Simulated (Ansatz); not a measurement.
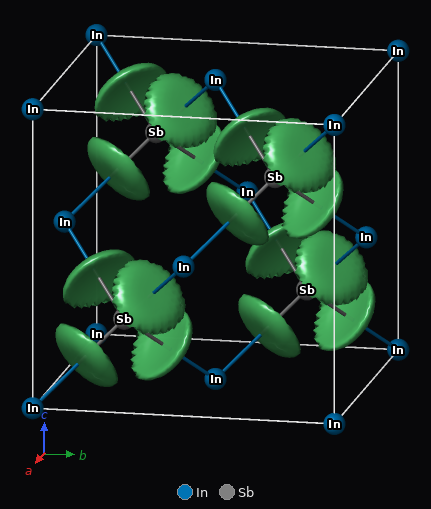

InSb. Isosurface of the electron localisation function at 0.6 (green), seen slightly off an axis. Only the valence region is drawn (cores and ρ < 0.01 e/Å³ removed). Sticks mark near contacts.

Space group F-43m.

These are results of DFT PBE, scalar-relativistic, plane waves, PAW (Ansatz 0.2.0), not measurements.

Core electrons are frozen (PAW), and the valence fields are smoothed inside the atomic spheres.

Q: Identify the bonds, lone pairs and shells in this picture.

A: The surface consists of 16 regions between bonded In–Sb atoms, counted in one cell of 8 atoms. Any copies at cell faces, edges or corners count once. Along the contacts the grid gives the following. In–Sb (2.87 Å): the ELF peaks at about 0.65 between the atoms.
